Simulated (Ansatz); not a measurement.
System: zincblende GaN, space group F-43m, 2 atoms in the primitive cell, relaxed with r2SCAN; unstrained, cubic a = 4.498 Å. All lengths are scaled by the strain listed; symmetry fixes the atoms. Points keep the names and reduced coordinates of the unstrained primitive cell. Computed with Ansatz 0.2.0: PBE, Ansatz PAW set, no spin polarisation, no spin-orbit coupling, 10×10×10 k mesh, 420 eV cutoff, Fermi-Dirac smearing of 0.02 eV.

At 0 % the lowest conduction levels at the points plotted lie 1.76 eV (Γ), 3.36 eV (X), 4.68 eV (L) and 5.01 eV (U) above the valence top at Γ.

Question: How does each level move from −5.09 % to +5.64 %?

Answer: Γ falls by 2.03 eV, X falls by 0.08 eV, L falls by 2.17 eV and U falls by 0.54 eV. Straight lines through the points have slopes of −190 at Γ, −8 at X, −204 at L and −50 at U (meV for each 1 % of strain). The points bend away from straight lines by up to 0.04 eV, so these are means over the range. The lowest is the one at Γ, over the whole range, so among these points the gap stays direct.

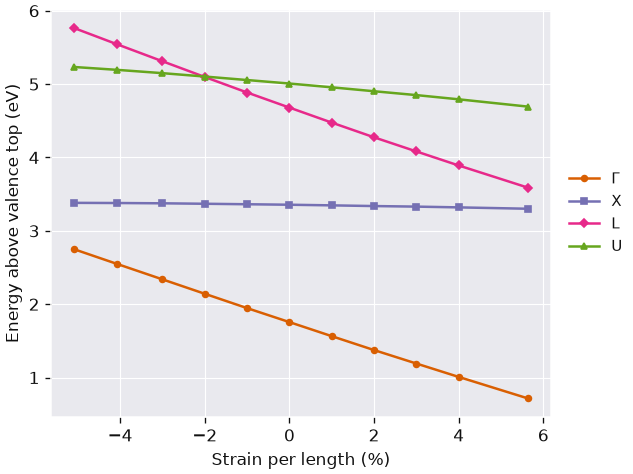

Lowest conduction level at each named k point, counted from the valence-band top at Γ. The names follow the standardised cell of this lattice; in reduced coordinates of the cell that was run, X is (−0.5, −0.5, 0), L is (0, 0, 0.5) and U is (−0.375, −0.375, 0.25).

```csv
strain,Γ (eV),X (eV),L (eV),U (eV)
−5.09 %,2.75,3.38,5.76,5.23
−4.07 %,2.55,3.38,5.54,5.19
−3 %,2.34,3.38,5.31,5.15
−2 %,2.14,3.37,5.10,5.10
−1 %,1.95,3.36,4.89,5.06
0 %,1.76,3.36,4.68,5.01
+1 %,1.56,3.35,4.48,4.96
+2 %,1.38,3.34,4.28,4.90
+3 %,1.19,3.33,4.08,4.85
+4 %,1.01,3.32,3.89,4.79
+5.64 %,0.72,3.30,3.59,4.69
```

LDA, GGA and most meta-GGA functionals understate gaps. The usual form of GaN is wurtzite.
